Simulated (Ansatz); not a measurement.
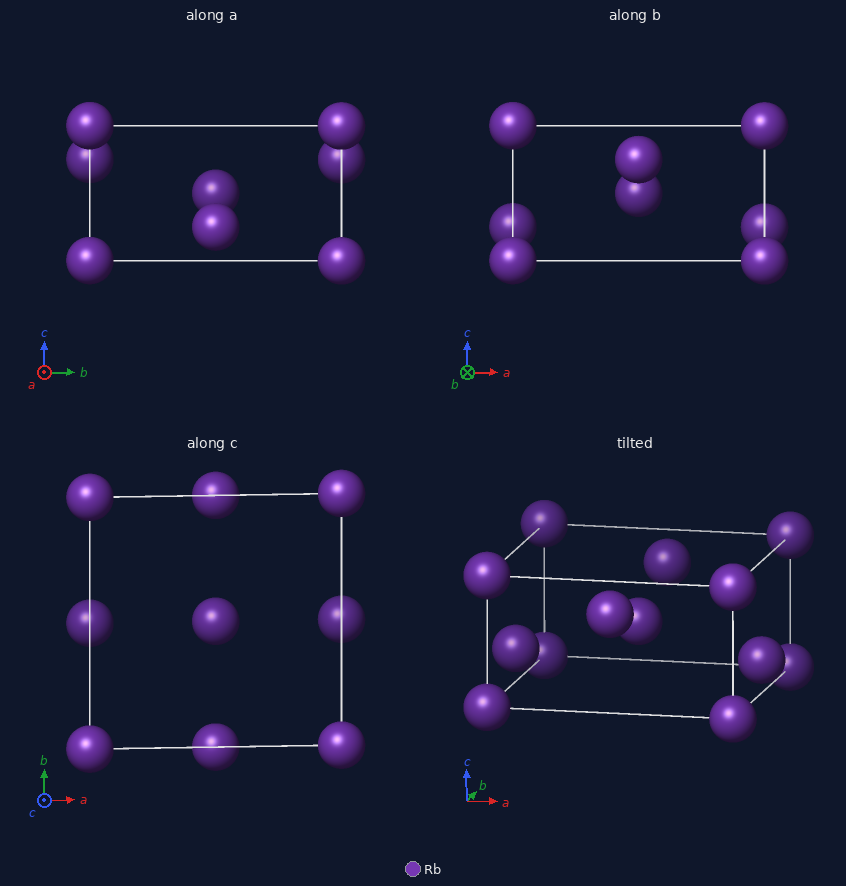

Shown here is a spheres-only view of the crystal, taken along the a axis, along the b axis, along the c axis and slightly off an axis. The edges of the drawn cell (a repeat of the simulation cell) are marked.

Lattice parameters: a = 9.081 Å, b = 9.081 Å, c = 4.868 Å, α = 90.06°, β = 90.06°, γ = 89.10°. Put a along x and b in the xy plane.

### Give the structure in the form of a POSCAR file.

```
Rb
1.0
     9.081    0.000    0.000
     0.143    9.080    0.000
    -0.005   -0.005    4.868
Rb
4
Direct
  0.0001 0.0000 0.0001
  0.0000 0.5001 0.2501
  0.5001 0.5000 0.5001
  0.5000 0.0001 0.7501
```

The model was built from a structure type filled with this element by a generator (whether the element takes this form wasn't checked). Earlier steps of the study may have refined or changed the cell and positions. It was run through Ansatz as a DFT input.
